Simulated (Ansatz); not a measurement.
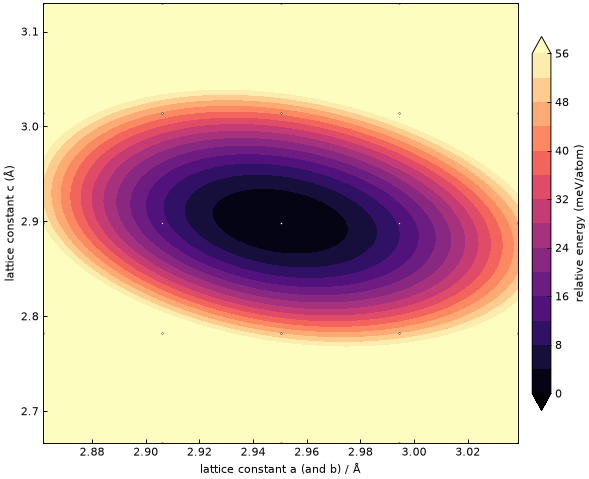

TaN (P-6m2, No. 187; 2 atoms in the cell). The energy is mapped over the lattice constants a and c of the conventional cell. Coordinates scanned: (1) lattice constant a (and b); (2) lattice constant c. Nothing is relaxed (symmetry fixes all fractional coordinates). Grid: 5 × 5 points. Points are written as (first, second). Energies: meV/atom, counted from the lowest grid point. Method: Ansatz 0.2.0, DFT PBE, scalar-relativistic, plane waves, PAW. Settings: cutoff 520 eV, k-mesh 18×18×16 in the order of the run's cell vectors, gaussian smearing 0.15 eV, no spin polarisation.

The picture shows filled contours, dots at the grid points, one colour for all values above the top of the scale. Between grid points the surface is interpolated.

Where is the minimum, and how stiff is the well along each coordinate?

The interpolated minimum is at lattice constant a (and b) ≈ 2.950 Å, lattice constant c ≈ 2.898 Å. The curvatures there are about 26 eV/Å² and 13 eV/Å², with a cross term of about 4.5 eV/Å² (per cell of 2 atoms). Round the minimum the valley is somewhat tilted: raising lattice constant a (and b) shifts the best value of lattice constant c downwards (coupling k₁₂/√(k₁₁k₂₂) about 0.2).
